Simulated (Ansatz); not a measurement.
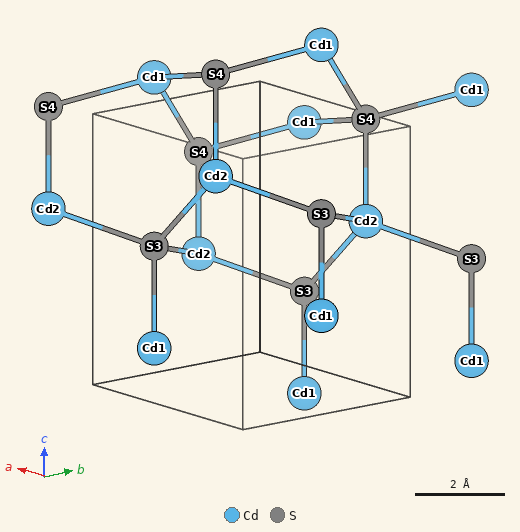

The starting point is crystalline CdS (built on the measured structure type) at its r2SCAN-relaxed geometry. A ball-and-stick model of the cell of the calculation, repeated 2 × 2 × 1 with one cell outlined, seen from a free direction.

The calculation used DFT, HSE06, plane waves, PAW in Ansatz 0.2.0. (plane-wave cutoff 420 eV; k-point mesh 6 × 6 × 4; occupations fixed; no spin polarisation)

The variant: All lengths are scaled by −5.3 % (volume −15.0 %). The atoms were relaxed with r2SCAN under that strain, and this is a single point on that geometry.

**What does the calculation give for the changed structure?**

Near-neighbour distances before and after: Cd–S 2.546 → 2.411 to 2.414 Å. The space group stays P6_3mc (No. 186). The energy rises by 150 meV per atom. The pressure goes from 0.2 to 14.3 GPa. The forces stay under 0.01 eV/Å.

Drawn alike, the variant:

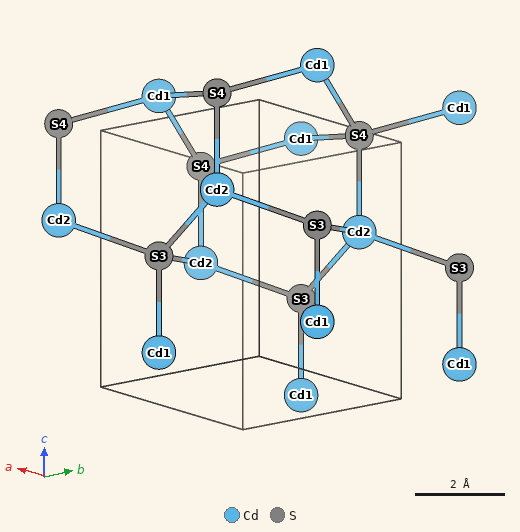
